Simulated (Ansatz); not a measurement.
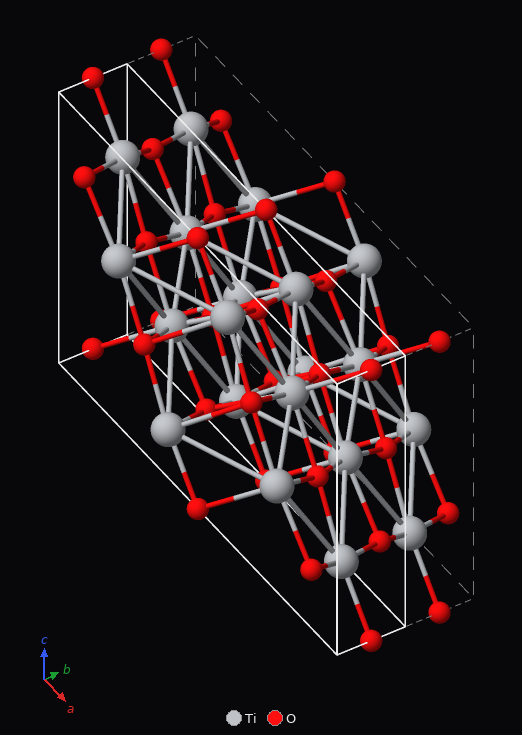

Structure drawing (ball-and-stick), viewed slightly off an axis. The picture spans 1×2×1 cells, one conventional unit cell being drawn with solid lines. Cell: a = 9.728 Å, b = 4.123 Å, c = 6.544 Å, α = 90.00°, β = 132.27°, γ = 90.00°.

The solid is Ti4O5. Space group: C2/m (No. 12). Lattice: base-centred monoclinic. In the cell are 8 Ti, 10 O, which makes 2 formula units. Coordination numbers (contacts within bonding distance): Ti 12 and O 4 to 5 (mean 4.8). Not all metal-metal contacts are counted.

The structure was taken from a structure listed in the Materials Project. The cell was then strained or its atoms displaced on purpose. Ansatz was used for an electronic-structure calculation on it.

At this level of theory the run's own cell isn't at rest (stretched, at -17 GPa and forces up to 0.7 eV/Å), so its distances can differ from those at equilibrium, the more so the softer the solid.
